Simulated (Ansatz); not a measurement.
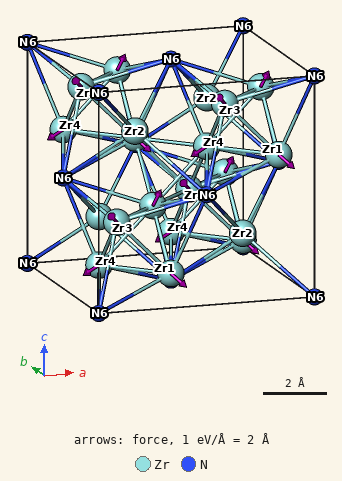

Starting geometry of a crystal of Zr₅N (a generated structure, set up in F-43m) (coarse preliminary run) with the computed forces as purple arrows. Style: ball-and-stick. Shown: the conventional cell (4 times the calculation's cell), slightly off an axis. Lengths and directions refer to the drawn axes.

Computed with Ansatz 0.2.0, DFT PBE, scalar-relativistic, plane waves, PAW.

The input:
```yaml
crystal:
  lattice:
    - [0.0, 3.62659832, 3.62659832]
    - [3.62659832, 0.0, 3.62659832]
    - [3.62659832, 3.62659832, 0.0]
  atoms:
    - { symbol: Zr, position: [0.62475203, 0.1257439, 0.62475203] }
    - { symbol: Zr, position: [0.25, 0.25, 0.25] }
    - { symbol: Zr, position: [0.1257439, 0.62475203, 0.62475203] }
    - { symbol: Zr, position: [0.62475203, 0.62475203, 0.62475203] }
    - { symbol: Zr, position: [0.62475203, 0.62475203, 0.1257439] }
    - { symbol: "N", position: [0.0, 0.0, 0.0] }
basis:
  ecutwfc: 420
kpoints:
  mp_grid: { grid: [4, 4, 4] }
hamiltonian:
  xc: pbe
scf:
  occupations: { method: gaussian, width: 0.1 }
  lower_state_search: "off"
output:
  forces: true
  stress: true
  eigenvalues: true
relax:
  adjacent_minimum: "off"
  f_tol: 0.04
  max_steps: 70
  cell: { stress_tol: 0.4 }
```

Command:
```bash
ansatz run input.yaml --threads 1 --pin off --max-ram 2560MiB --backend cpu --events-out ev --progress --plain --runs-dir out
```

What follows when this structure is relaxed?

It isn't relaxed: the largest force vector, on Zr atoms, is 0.36 eV/Å. The atoms end up moving mostly along the starting forces (cosine between the two patterns 1.00). The energy falls by 577 meV per atom in 5 accepted moves (7 points after the start). Largest force component: 0.21 eV/Å at the start, 0.0027 eV/Å at the end. Pressure: 39.70 GPa at the start and 0.06 GPa at the end. The SCF was repeated twice at an unchanged geometry on a basis and grid sized afresh for the cell, which shifted the energy by 14.1 meV per atom at most. The largest moves relative to the cell, 0.031 Å, are those of Zr1, Zr3, Zr4 and Zr5. Zr4 goes along [−1 1 −1]. N stays in place. The volume changes by +37.1 %, with a = b = c 7.253 → 8.058 Å (+11.1 %). Among the contacts that change: Zr2–N6 3.141 → 3.489 Å, Zr1–N6 3.008 → 3.347 Å, Zr1–Zr3 2.569 → 2.905 Å, Zr1–Zr2 3.006 → 3.335 Å. The space group stays F-43m (No. 216).
